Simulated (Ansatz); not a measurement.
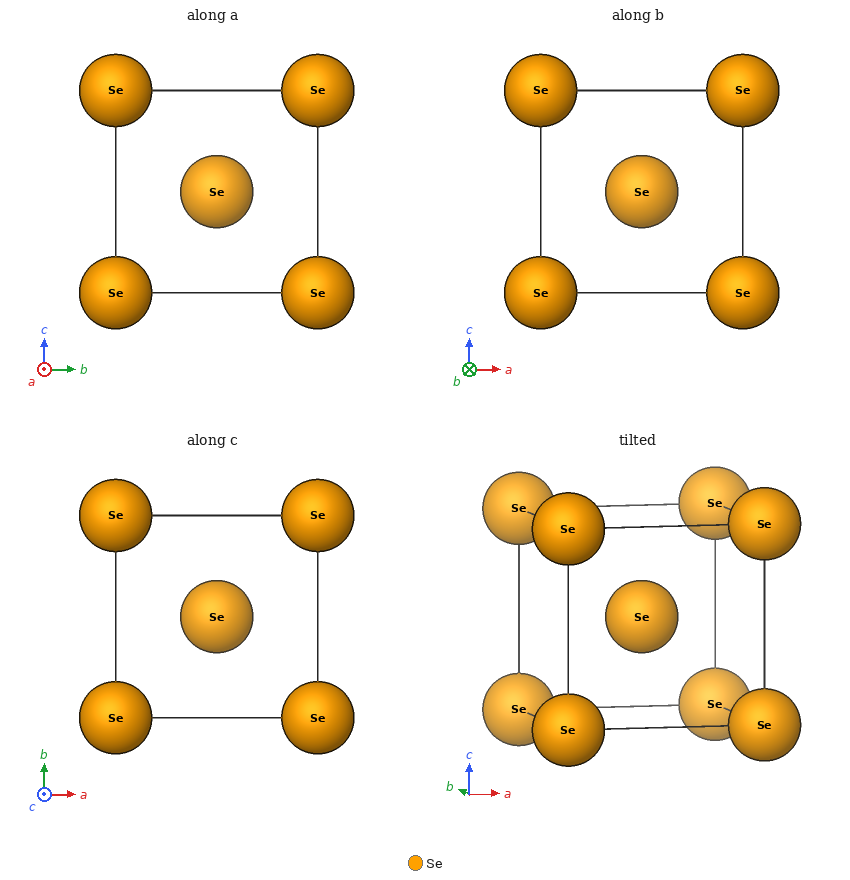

The crystal in a spheres-only representation, seen along the a axis, along the b axis, along the c axis and slightly off an axis. The conventional unit cell is drawn as a box.

Lattice parameters: a = 3.316 Å, b = 3.316 Å, c = 3.316 Å, α = 90.00°, β = 90.00°, γ = 90.00°.

**From the views, write a table of Wyckoff sites.**

Space group Im-3m (No. 229).
```csv
atom,site,x,y,z
Se,2a,0.0000,0.0000,0.0000
```

Origin of the cell: a structure type filled with this element by a generator (whether the element takes this form wasn't checked). Earlier steps of the study may have refined or changed the cell and positions. It went into a calculation with Ansatz.

At this level of theory the cell isn't at rest (compressed, at 12 GPa), so its distances can differ from those at equilibrium, the more so the softer the solid.
